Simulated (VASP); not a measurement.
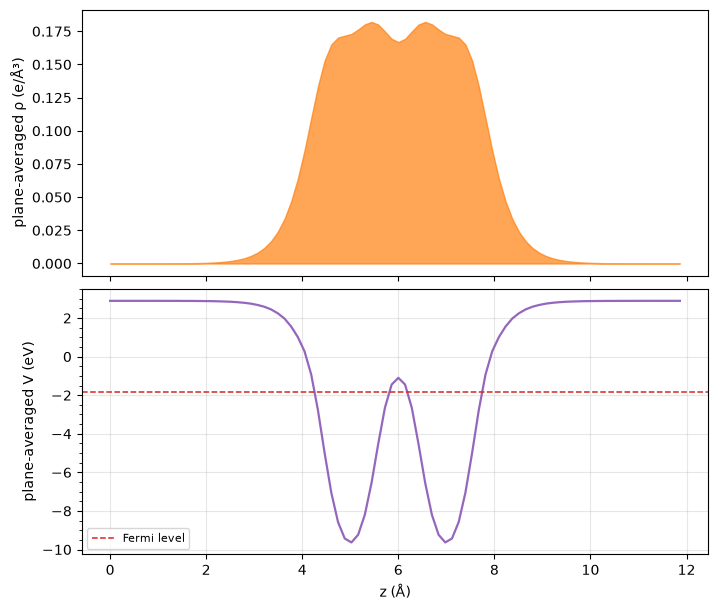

Figure 1: AlAs (slab). Plane average of the electrostatic potential energy of an electron and of the valence pseudo-density across the slab.

Not relaxed (largest force 1.3 eV/Å).

Computed with Kohn-Sham DFT of a periodic cell, LDA, VASP PAW LDA potentials, recommended in VASP.

The density is the valence pseudo-density of a PAW calculation; it isn't the true density close to the nuclei.

```
Al As
1.0
     5.66080    0.00000    0.00000
     0.00000    4.00279    0.00000
     0.00000    0.00000   12.00140
Al As
2 2
Direct
  0.50000 0.50000 0.41662
  0.00000 0.00000 0.58338
  0.75000 0.00000 0.41662
  0.25000 0.50000 0.58338
```

### How far above the Fermi level of the calculation is the vacuum level?

4.7 eV. The slab has a gap, so the Fermi level lies inside it and this isn't a work function in the metallic sense.

### How thick is the slab, and how wide the vacuum?

The outermost nuclei are 2.0 Å apart, in 2 atomic planes; the vacuum between periodic images is 10.0 Å wide.
